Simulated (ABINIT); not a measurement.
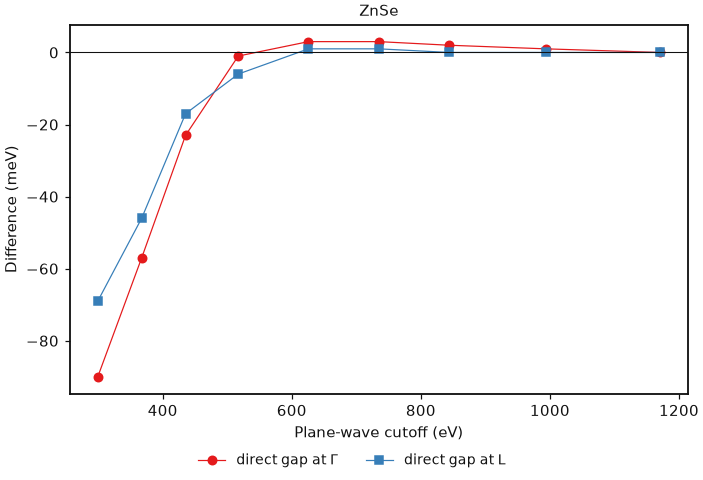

Gaps of zincblende ZnSe, space group F-43m, 2 atoms in the primitive cell (cubic a = 5.668 Å) as the plane-wave cutoff is raised, all else fixed. The plot shows differences from the last run. The cell is at −12 GPa in LDA. Method: LDA, HGH LDA, no spin polarisation, no spin-orbit coupling, 8×8×8 k mesh, Gaussian smearing of 0.1 eV (ABINIT 10.8.3 (patched build)).

Q: How well are these gaps converged with the plane-wave cutoff?

A: The direct gap at Γ starts −90 meV from the last run and stays within 10 meV of it from 517 eV on. The direct gap at L starts −69 meV from the last run and stays within 10 meV of it from 517 eV on.

```csv
plane-wave cutoff,direct gap at Γ (eV),direct gap at L (eV)
299.3 eV,1.580,3.549
367.4 eV,1.613,3.572
435.4 eV,1.647,3.601
517 eV,1.669,3.612
625.9 eV,1.673,3.619
734.7 eV,1.673,3.619
843.6 eV,1.672,3.618
993.2 eV,1.671,3.618
1170 eV,1.670,3.618
```

HGH potentials are hard and often keep d shells in the core, so these values are rough. Spin-orbit coupling is left out, which matters for Se. LDA, GGA and most meta-GGA functionals understate gaps.
